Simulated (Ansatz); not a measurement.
The cell of ZnSe (F-43m). Source of the atomic positions: a calculation's input that goes back to an entry of the Crystallography Open Database (an earlier step may have relaxed or displaced it).

```xyz
8
Lattice="5.6676 0.0000 0.0000 0.0000 5.6676 0.0000 0.0000 0.0000 5.6676" Properties=species:S:1:pos:R:3 pbc="T T T"
Zn    0.0000    0.0000    0.0000
Se    1.4169    1.4169    1.4169
Zn    0.0000    2.8338    2.8338
Se    1.4169    4.2507    4.2507
Zn    2.8338    0.0000    2.8338
Se    4.2507    1.4169    4.2507
Zn    2.8338    2.8338    0.0000
Se    4.2507    4.2507    1.4169
```

At each point the valence sum V of a Zn2+ ion is computed from the anions within 5 Å (s = exp((R0 − d)/b), R0 fitted to published crystal structures with b = 0.37 Å; R0: Zn2+–Se 2.221 Å). The other Zn2+ ions are ignored. This is an empirical screen for pathways, not an energy calculation.

### Along which directions could Zn2+ move by this screen (counting the regions that come within 0.6 Å of a Zn site)?

From a mismatch of about 0.40 v.u. the regions form a three-dimensional network. These are grid estimates, good to about 0.1 v.u.

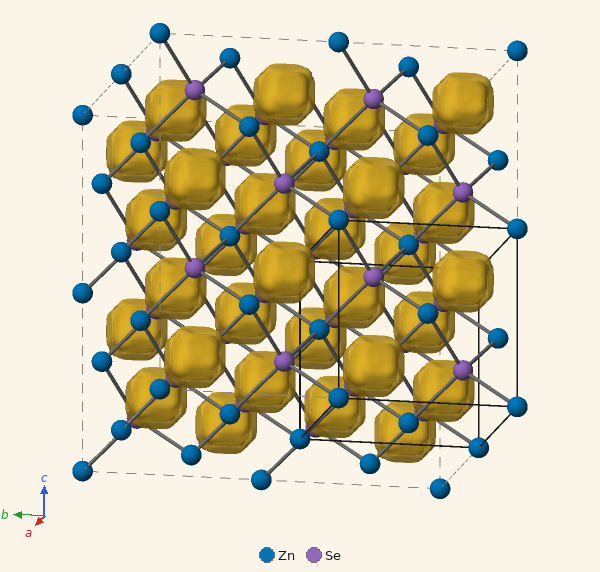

Bond-valence mismatch map for Zn2+ in ZnSe (F-43m, No. 216): the yellow surface encloses the points where |V − 2| < 0.1 v.u. (2×2×2 cells, view from a free direction). Pale faces close the region where the drawn box cuts it.

### What is the valence sum at the Zn sites themselves?

2.14 v.u., against the formal 2.
